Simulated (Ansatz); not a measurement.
C$_{32}$N: geometry relaxation (part 3 of 5)

The same run, continued: C$_{32}$N (defect cell, 33 atoms in the cell); DFT PBE+D3(BJ), scalar-relativistic, plane waves, PAW, spin-polarised (Ansatz 0.2.0); cutoff 420 eV, 2×2×2 k-mesh, Gaussian smearing of 0.02 eV, collinear spins. The structure derives from a Materials Project entry. It belongs to a series of runs on one base structure; here: N interstitial, charge +0, atoms relaxed.

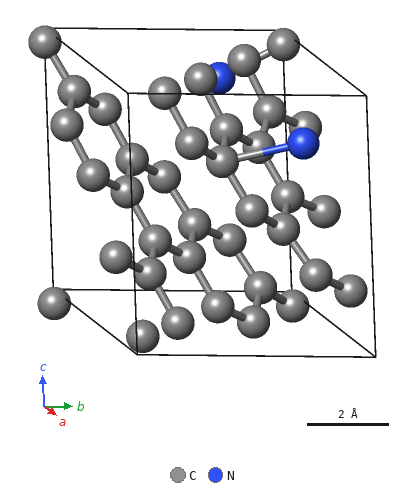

*The geometry at step 3 of the log (ball-and-stick view of the cell of the calculation, seen slightly off an axis).*

### Output, continued
```
--- Relaxed structure (12 steps of the walk, 12 accepted, 0 SCFs on fresh bases) ---
  F+E_penalty+E_count = -8413.56080861 eV   max|allowed force component| = 7.627e-3 eV/Å
  atoms:
    - { symbol: C, position: [0.41833573875777347, 0.04460423688552728, 0.5418920878767833] }
    - { symbol: C, position: [0.6567349361237258, 0.7823391669331728, 0.5310007068022141] }
    - { symbol: C, position: [0.8979775810126777, 0.5226393695533701, 0.5219108496326272] }
    - { symbol: C, position: [0.4165060086857712, 0.2939871108833504, 0.2911531314570529] }
    - { symbol: C, position: [0.1662203270594884, 0.29271139009043057, 0.53942957150602] }
    - { symbol: C, position: [0.667454802490713, 0.04503842305556882, 0.2931983339765939] }
    - { symbol: C, position: [0.9166848334919036, 0.7915245336037144, 0.2919436379124579] }
    - { symbol: C, position: [0.4215058198926962, 0.5453467081395937, 0.04341353352850552] }
    - { symbol: C, position: [0.16791303501314175, 0.5442380859937803, 0.29444994174200245] }
    - { symbol: C, position: [0.6657711504108285, 0.29357536576534515, 0.04158879233286822] }
    - { symbol: C, position: [0.9235748253090439, 0.060611874034093904, 0.05714704487085426] }
    - { symbol: C, position: [0.41903703870149617, 0.7922382617513998, 0.7919954168433403] }
    - { symbol: C, position: [0.15951681532109907, 0.7785464344555425, 0.03284951962135352] }
    - { symbol: C, position: [0.6484604516651872, 0.5234970077902894, 0.7732198096116097] }
    - { symbol: C, position: [0.9087956703106224, 0.2859362789661634, 0.7832134088090139] }
    - { symbol: C, position: [0.18157842136753274, 0.059519212250223774, 0.7976906471117851] }
    - { symbol: C, position: [0.5809546970630071, 0.9570154327765533, 0.45554955372693784] }
    - { symbol: C, position: [0.8215935373129367, 0.6970698522671833, 0.44623133367585965] }
    - { symbol: C, position: [0.07616137115523819, 0.4527132216854995, 0.4517139249247752] }
    - { symbol: C, position: [0.5847351069818034, 0.21168774868571008, 0.20965304384877068] }
    - { symbol: C, position: [0.33459379392551, 0.21114521503198735, 0.4587641543693276] }
    - { symbol: C, position: [0.8383140166832472, 0.9671301442567828, 0.21369911514625678] }
    - { symbol: C, position: [0.08532620109787292, 0.7108251498078871, 0.21710905836903133] }
    - { symbol: C, position: [0.5784744406222095, 0.4536520252014468, 0.9515113820248051] }
    - { symbol: C, position: [0.3360361661564333, 0.4618002666691202, 0.21050997307970207] }
    - { symbol: C, position: [0.8357891933728343, 0.21563560029395745, 0.9627029812106518] }
    - { symbol: C, position: [0.07638677318648279, 0.9637409129309518, 0.9517559456120201] }
    - { symbol: C, position: [0.5726699294217613, 0.6975526931757235, 0.6963943179035359] }
    - { symbol: C, position: [0.34508266920056024, 0.7120663398029123, 0.9611237452185751] }
    - { symbol: C, position: [0.8100189585415848, 0.4333530495068807, 0.6843221866504213] }
    - { symbol: C, position: [0.08728019268480913, 0.2146658167119907, 0.7094249494492999] }
    - { symbol: C, position: [0.33888907921578054, 0.9664756753520182, 0.7127252263218897] }
    - { symbol: N, position: [0.9936543534642259, 0.7581951217918259, 0.866316514333055] }
--- Löwdin populations: 33 sites ---
  site symbol       q [e]    m [muB]
     0      C      3.9611    -0.0044
     1      C      3.9674    -0.0058
     2      C      3.9442     0.0067
     3      C      3.9668    -0.0031
     4      C      3.9605     0.0018
     5      C      3.9601    -0.0021
     6      C      3.9756    -0.0010
     7      C      3.9631     0.0099
     8      C      3.9646     0.0055
     9      C      3.9610     0.0010
    10      C      3.9624     0.0151
    11      C      3.9761    -0.0046
    12      C      3.8690    -0.0218
    13      C      3.9432     0.0127
    14      C      3.9700     0.0044
    15      C      3.9619     0.0165
    16      C      3.9707     0.0044
    17      C      3.9512     0.0222
    18      C      3.9604     0.0058
    19      C      3.9664     0.0114
    20      C      3.9667     0.0113
    21      C      3.9738     0.0073
    22      C      3.9602     0.0432
    23      C      3.9609     0.0049
    24      C      3.9712     0.0152
    25      C      3.9655     0.0128
    26      C      3.8628    -0.0139
    27      C      3.9519     0.0183
    28      C      3.9613     0.0351
    29      C      3.9445     0.0014
    30      C      3.9671     0.0107
    31      C      3.9721     0.0156
    32      N      5.1992     0.7554
  spilling = 0.008923 (of n_electrons = 133.000000)
```

### File populations.tsv
```
# site	symbol	l	j	q_up	q_dn
# orbitals = lowdin
# n_electrons = 133.000000
# spilling = 0.008923
0	C	0_2S	-	0.453540	0.453809
0	C	1_2P	-	1.524826	1.528914
1	C	0_2S	-	0.453759	0.454197
1	C	1_2P	-	1.527068	1.532384
2	C	0_2S	-	0.454893	0.454718
2	C	1_2P	-	1.520555	1.514064
3	C	0_2S	-	0.452785	0.453081
3	C	1_2P	-	1.529108	1.531874
4	C	0_2S	-	0.452334	0.452157
4	C	1_2P	-	1.528818	1.527230
5	C	0_2S	-	0.453498	0.453637
5	C	1_2P	-	1.525507	1.527502
6	C	0_2S	-	0.453274	0.453688
6	C	1_2P	-	1.534020	1.534638
7	C	0_2S	-	0.451883	0.451588
7	C	1_2P	-	1.534625	1.525002
8	C	0_2S	-	0.451851	0.451751
8	C	1_2P	-	1.533188	1.527783
9	C	0_2S	-	0.452176	0.452050
9	C	1_2P	-	1.528824	1.527911
10	C	0_2S	-	0.456674	0.452537
10	C	1_2P	-	1.532079	1.521154
11	C	0_2S	-	0.452786	0.453337
11	C	1_2P	-	1.532975	1.537011
12	C	0_2S	-	0.445449	0.448573
12	C	1_2P	-	1.478165	1.496813
13	C	0_2S	-	0.455222	0.454748
13	C	1_2P	-	1.522730	1.510492
14	C	0_2S	-	0.455255	0.455229
14	C	1_2P	-	1.531987	1.527567
15	C	0_2S	-	0.457751	0.453286
15	C	1_2P	-	1.531443	1.519419
16	C	0_2S	-	0.453920	0.453704
16	C	1_2P	-	1.533637	1.529445
17	C	0_2S	-	0.455012	0.454035
17	C	1_2P	-	1.531679	1.510476
18	C	0_2S	-	0.452498	0.452094
18	C	1_2P	-	1.530573	1.525210
19	C	0_2S	-	0.453940	0.453482
19	C	1_2P	-	1.534988	1.524010
20	C	0_2S	-	0.453918	0.453453
20	C	1_2P	-	1.535103	1.524271
21	C	0_2S	-	0.453295	0.453052
21	C	1_2P	-	1.537262	1.530162
22	C	0_2S	-	0.457698	0.451468
22	C	1_2P	-	1.543989	1.506999
23	C	0_2S	-	0.452306	0.452005
23	C	1_2P	-	1.530560	1.525997
24	C	0_2S	-	0.455388	0.454876
24	C	1_2P	-	1.537821	1.523160
25	C	0_2S	-	0.452339	0.451710
25	C	1_2P	-	1.536843	1.524654
26	C	0_2S	-	0.445550	0.447610
26	C	1_2P	-	1.478886	1.490775
27	C	0_2S	-	0.454566	0.453758
27	C	1_2P	-	1.530535	1.513071
28	C	0_2S	-	0.456638	0.451133
28	C	1_2P	-	1.541574	1.511944
29	C	0_2S	-	0.454014	0.454052
29	C	1_2P	-	1.518924	1.517506
30	C	0_2S	-	0.452232	0.451674
30	C	1_2P	-	1.536638	1.526522
31	C	0_2S	-	0.453946	0.453346
31	C	1_2P	-	1.539937	1.524891
32	N	0_2S	-	0.826914	0.811030
32	N	1_2P	-	2.150403	1.410880
```

### Trajectory as extended XYZ (Å, eV, eV/Å), 12 frames, from step=1 to step=12
```
33
Lattice="5.6710 0.0000 -3.4027 -2.8677 -4.9298 -3.3595 -2.8677 4.9298 -3.3595" Properties=species:S:1:pos:R:3:forces:R:3 step=1 energy=-8410.88010
C     0.6901    2.4649   -3.3771   -0.2387   0.2872  -0.0175
C    -0.0430   -1.2325   -6.7474   -0.5663  -0.7924   0.6519
C     2.0917    0.0000   -6.7582    0.8475  -0.4466   0.4413
C     0.6901    0.0000   -3.3771   -0.2030  -0.1032  -0.0241
C    -1.4446    1.2325   -3.3663    0.0028  -0.1360   0.0088
C     2.8247    1.2325   -3.3879    0.2318  -0.1569  -0.0009
C     2.0917   -2.4649   -6.7582   -0.2824   0.4868   0.0218
C     0.6901   -2.4649   -3.3771   -0.1758  -0.3691  -0.0266
C    -1.4446   -1.2325   -3.3663   -0.2032  -0.1665  -0.0011
C     2.8247   -1.2325   -3.3879   -0.0440   0.1280   0.0019
C     4.9594    0.0000   -3.3987   -0.8150  -0.0389  -0.4566
C    -2.1777    0.0000   -6.7366    0.7100   0.0267   0.0452
C    -1.4446   -3.6974   -3.3663    0.6052   1.2055  -0.3849
C    -0.0430    1.2325   -6.7474   -0.9919   0.6475   0.8301
C     2.0917    2.4649   -6.7582    0.1499   0.0884   0.0391
C    -1.4446    3.6974   -3.3663    0.4375  -0.8267  -0.5294
C    -0.7546   -2.4649   -6.7445    0.1855   0.3552   0.0854
C     1.3801   -1.2325   -6.7553    0.2325  -1.4696   1.1550
C    -2.1562    0.0000   -3.3635    0.2518   0.1092   0.0161
C     2.1132    0.0000   -3.3851    0.2586  -0.0549   0.0037
C    -0.0215    1.2325   -3.3743   -0.0844  -0.0127  -0.0043
C     1.3801   -3.6974   -6.7553   -0.2562  -0.1399  -0.0682
C    -2.1562   -2.4649   -3.3635    0.2313   0.1284  -0.1720
C    -0.7546    2.4649   -6.7445    0.1132  -0.1222   0.0077
C    -0.0215   -1.2325   -3.3743    0.0603   0.1518   0.0104
C     1.3801    3.6974   -6.7553    0.0455   0.0674  -0.0095
C    -5.0239    0.0000   -6.7230   -0.3550  -0.4271   0.4230
C    -0.7546    0.0000   -6.7445   -1.4410  -0.2706   1.0227
C    -2.8893    1.2325   -6.7338    0.1446   0.3900  -0.2192
C     1.3801    1.2325   -6.7553    0.2780   1.0284   0.7615
C    -2.1562    2.4649   -3.3635   -0.0658   0.1082  -0.0107
C    -2.8893   -1.2325   -6.7338    0.0290  -0.4065  -0.1054
N     0.9074    0.2195   -8.3002    0.9077   0.7312  -3.4952
33
Lattice="5.6710 0.0000 -3.4027 -2.8677 -4.9298 -3.3595 -2.8677 4.9298 -3.3595" Properties=species:S:1:pos:R:3:forces:R:3 step=2 energy=-8411.65311
C     0.6857    2.4618   -3.3557   -0.0398   0.1596  -0.0413
C    -0.0519   -1.2420   -6.5797   -0.0259  -0.0788   0.0407
C     2.0945   -0.0058   -6.7120    0.1572  -0.2321   0.3258
C     0.6872   -0.0029   -3.3841   -0.0719   0.0263  -0.0273
C    -1.4461    1.2291   -3.3856    0.0002  -0.0907   0.0207
C     2.8224    1.2280   -3.3573    0.0840   0.0347  -0.0541
C     2.0872   -2.4662   -6.7350   -0.0889   0.2270  -0.0682
C     0.6889   -2.4660   -3.4003   -0.0505  -0.1302  -0.0363
C    -1.4461   -1.2325   -3.3977   -0.0469   0.1001  -0.0052
C     2.8225   -1.2340   -3.3891   -0.0282   0.0360   0.0078
C     4.9506   -0.0003   -3.4856   -0.3815   0.0405   0.0886
C    -2.1788   -0.0026   -6.7068    0.4334   0.0327  -0.0784
C    -1.4387   -3.6837   -3.4884    0.1916   0.3760   0.0802
C    -0.0523    1.2316   -6.6546   -0.3444   0.1695   0.4414
C     2.0926    2.4681   -6.7612    0.0281  -0.0043  -0.0915
C    -1.4415    3.6886   -3.4714    0.2542  -0.3592   0.0836
C    -0.7586   -2.4694   -6.6518    0.0161   0.0099  -0.0363
C     1.3755   -1.2441   -6.6227    0.1484  -0.4809   0.2139
C    -2.1540   -0.0017   -3.3567    0.1247  -0.0012  -0.0118
C     2.1124   -0.0035   -3.3861    0.0551  -0.0623   0.0327
C    -0.0248    1.2292   -3.3861   -0.0218  -0.0739   0.0429
C     1.3735   -3.6996   -6.7721   -0.0023  -0.1011  -0.0086
C    -2.1575   -2.4593   -3.4336   -0.1180  -0.0772   0.0566
C    -0.7571    2.4636   -6.7132    0.0666  -0.1290   0.0028
C    -0.0230   -1.2332   -3.4067   -0.0136   0.0170   0.0580
C     1.3771    3.6976   -6.7866    0.0709   0.0900  -0.0470
C    -5.0244    0.0000   -6.8027   -0.1908  -0.2042   0.3306
C    -0.7666   -0.0067   -6.5856   -0.6426   0.0704   0.0867
C    -2.8855    1.2369   -6.8043    0.1172   0.0074   0.0576
C     1.3799    1.2376   -6.7058   -0.0742   0.3572   0.5866
C    -2.1569    2.4621   -3.4110   -0.0035   0.1255  -0.0637
C    -2.8891   -1.2393   -6.7651   -0.0294  -0.1040  -0.0117
N     0.9778    0.2779   -8.3922    0.4265   0.2493  -1.9757
33
Lattice="5.6710 0.0000 -3.4027 -2.8677 -4.9298 -3.3595 -2.8677 4.9298 -3.3595" Properties=species:S:1:pos:R:3:forces:R:3 step=3 energy=-8411.91367
C     0.6832    2.4596   -3.3725    0.0256   0.0137   0.0011
C    -0.0574   -1.2448   -6.5644    0.0922  -0.0207  -0.0329
C     2.0926   -0.0097   -6.6745   -0.0086  -0.0384   0.4547
C     0.6831   -0.0057   -3.3762   -0.0334   0.0095   0.0220
C    -1.4490    1.2250   -3.3716    0.0171   0.0429  -0.0118
C     2.8196    1.2257   -3.3675   -0.0569   0.0141   0.0172
C     2.0815   -2.4672   -6.7439    0.1395   0.0413   0.0029
C     0.6865   -2.4687   -3.3998   -0.0091  -0.0217   0.0200
C    -1.4503   -1.2328   -3.3928    0.0131  -0.0142   0.0125
C     2.8190   -1.2363   -3.3678    0.0077   0.0253  -0.0154
C     4.9430   -0.0018   -3.4925   -0.2520   0.0580  -0.0446
C    -2.1771   -0.0053   -6.7306    0.0054   0.0659  -0.0759
C    -1.4362   -3.6771   -3.5415   -0.1216  -0.2004   0.5694
C    -0.0609    1.2310   -6.5944    0.0321   0.0933   0.1428
C     2.0904    2.4685   -6.7393   -0.0444  -0.1809  -0.0169
C    -1.4393    3.6799   -3.4965    0.1117  -0.1048   0.0336
C    -0.7614   -2.4713   -6.6618   -0.0148  -0.0448  -0.0351
C     1.3715   -1.2520   -6.5932    0.1224   0.0970  -0.1655
C    -2.1554   -0.0040   -3.3305   -0.1131  -0.0222  -0.0267
C     2.1095   -0.0070   -3.3795    0.0251   0.0113  -0.0138
C    -0.0284    1.2253   -3.3825    0.0307  -0.0171   0.0091
C     1.3687   -3.7020   -6.7850    0.1010  -0.1529   0.0141
C    -2.1620   -2.4588   -3.4508   -0.2754   0.1476  -0.0059
C    -0.7608    2.4610   -6.6802    0.0366  -0.1116   0.0078
C    -0.0270   -1.2355   -3.3974    0.0203   0.0097  -0.0325
C     1.3736    3.6972   -6.7774    0.0338   0.1363   0.0134
C    -5.0261   -0.0032   -6.8343   -0.0523  -0.0676   0.6205
C    -0.7771   -0.0095   -6.5582    0.0007   0.1588  -0.2582
C    -2.8835    1.2369   -6.8325    0.3540  -0.1240  -0.0350
C     1.3753    1.2400   -6.6485   -0.0430   0.0624   0.4852
C    -2.1589    2.4591   -3.4134    0.0254   0.0250   0.0303
C    -2.8885   -1.2441   -6.7956   -0.0105   0.0092  -0.0056
N     1.0764    0.3467   -8.5003   -0.1591   0.0999  -1.6808
33
Lattice="5.6710 0.0000 -3.4027 -2.8677 -4.9298 -3.3595 -2.8677 4.9298 -3.3595" Properties=species:S:1:pos:R:3:forces:R:3 step=4 energy=-8412.33617
C     0.6834    2.4575   -3.3924    0.0455  -0.1652   0.0647
C    -0.0573   -1.2456   -6.5839    0.0115   0.0328  -0.1004
C     2.0914   -0.0101   -6.6164   -0.1012   0.1121   0.5851
C     0.6798   -0.0089   -3.3687   -0.0105  -0.1225   0.0388
C    -1.4502    1.2213   -3.3504    0.0674   0.2027  -0.0255
C     2.8172    1.2235   -3.3792   -0.1388  -0.0792   0.0771
C     2.0785   -2.4680   -6.7509    0.4698  -0.0501   0.0110
C     0.6862   -2.4726   -3.3985   -0.0204  -0.1500  -0.0094
C    -1.4543   -1.2338   -3.3810   -0.0216  -0.2583  -0.0220
C     2.8159   -1.2379   -3.3488   -0.0127  -0.0176   0.0051
C     4.9319   -0.0047   -3.4943   -0.5163   0.0683  -0.2970
C    -2.1715   -0.0082   -6.7722   -0.2100   0.3123  -0.0910
C    -1.4366   -3.6768   -3.5456   -0.0215  -0.8783   1.5874
C    -0.0644    1.2333   -6.5455    0.3463  -0.0549  -0.2198
C     2.0886    2.4667   -6.7003   -0.2051  -0.4131   0.0965
C    -1.4367    3.6698   -3.5036    0.2136  -0.2237  -0.2448
C    -0.7614   -2.4725   -6.6872   -0.0339  -0.0003  -0.0190
C     1.3709   -1.2556   -6.5906    0.2038   0.6501  -0.2568
C    -2.1577   -0.0057   -3.2971   -0.4529  -0.0381  -0.0268
C     2.1071   -0.0097   -3.3763    0.0034   0.0926  -0.0220
C    -0.0299    1.2218   -3.3771   -0.0119   0.0981  -0.0360
C     1.3653   -3.7056   -6.7937    0.1262  -0.3524  -0.0338
C    -2.1682   -2.4583   -3.4496   -0.5460   0.6949  -0.0053
C    -0.7620    2.4584   -6.6537    0.0060   0.0092   0.0030
C    -0.0299   -1.2389   -3.3890    0.0593   0.1420  -0.0731
C     1.3697    3.6965   -6.7606    0.0211   0.2077  -0.0020
C    -5.0325   -0.0112   -6.8410    0.0644   0.0800   1.5554
C    -0.7792   -0.0094   -6.5811    0.4007   0.1097  -0.2094
C    -2.8776    1.2334   -6.8519    0.8602  -0.1015  -0.2953
C     1.3725    1.2427   -6.5693    0.2279  -0.1827   0.3088
C    -2.1598    2.4551   -3.3969    0.1396  -0.0290   0.0802
C    -2.8863   -1.2486   -6.8245   -0.2158   0.0300   0.0264
N     1.1319    0.4215   -8.6753   -0.7482   0.2742  -2.4496
33
Lattice="5.6710 0.0000 -3.4027 -2.8677 -4.9298 -3.3595 -2.8677 4.9298 -3.3595" Properties=species:S:1:pos:R:3:forces:R:3 step=5 energy=-8412.92084
C     0.6836    2.4549   -3.4096    0.0065  -0.2967   0.0901
C    -0.0551   -1.2457   -6.6051    0.0308  -0.0254  -0.0796
C     2.0940   -0.0097   -6.5322   -0.2712   0.0522   0.2104
C     0.6765   -0.0132   -3.3613   -0.0280  -0.2911   0.0615
C    -1.4504    1.2182   -3.3233    0.1333   0.1909  -0.0327
C     2.8137    1.2210   -3.3919   -0.1667  -0.1307   0.0858
C     2.0774   -2.4678   -6.7564    0.6341  -0.0589   0.0209
C     0.6891   -2.4780   -3.4069    0.0122  -0.2133  -0.0077
C    -1.4579   -1.2353   -3.3658   -0.1327  -0.3671  -0.0338
C     2.8125   -1.2404   -3.3329   -0.0213   0.0138  -0.0265
C     4.9155   -0.0089   -3.5126   -0.6144   0.0518  -0.3347
C    -2.1627   -0.0099   -6.8193   -0.5016   0.5386   0.0415
C    -1.4350   -3.6792   -3.5348    0.1634  -0.9228   2.0664
C    -0.0610    1.2332   -6.5127    0.2879  -0.2123  -0.2679
C     2.0880    2.4633   -6.6536   -0.2955  -0.4391   0.1191
C    -1.4340    3.6583   -3.5182    0.2283  -0.5577  -0.5387
C    -0.7611   -2.4730   -6.7126    0.0093   0.0700   0.0133
C     1.3735   -1.2549   -6.5818    0.1375   0.8264  -0.1509
C    -2.1599   -0.0075   -3.2520   -0.4690  -0.0481  -0.0022
C     2.1041   -0.0128   -3.3745    0.0369   0.1068  -0.0328
C    -0.0312    1.2183   -3.3715   -0.0469   0.2181  -0.0385
C     1.3606   -3.7097   -6.8117    0.1408  -0.4028  -0.0209
C    -2.1743   -2.4554   -3.4433   -0.7132   1.0800  -0.1948
C    -0.7601    2.4544   -6.6363   -0.0543   0.0536  -0.0347
C    -0.0316   -1.2429   -3.3832    0.1686   0.3031  -0.0982
C     1.3644    3.6940   -6.7504    0.0626   0.1540  -0.0050
C    -5.0425   -0.0206   -6.8413    0.3141  -0.0273   1.9379
C    -0.7759   -0.0089   -6.6064    0.7291   0.1723  -0.1175
C    -2.8658    1.2291   -6.8816    1.2401  -0.0549  -0.6359
C     1.3758    1.2437   -6.4796    0.2761  -0.2713  -0.1481
C    -2.1590    2.4504   -3.3759    0.2149   0.1074   0.0648
C    -2.8847   -1.2524   -6.8532   -0.4778  -0.0293   0.0208
N     1.1487    0.5069   -8.8543   -1.0338   0.4098  -1.9314
```
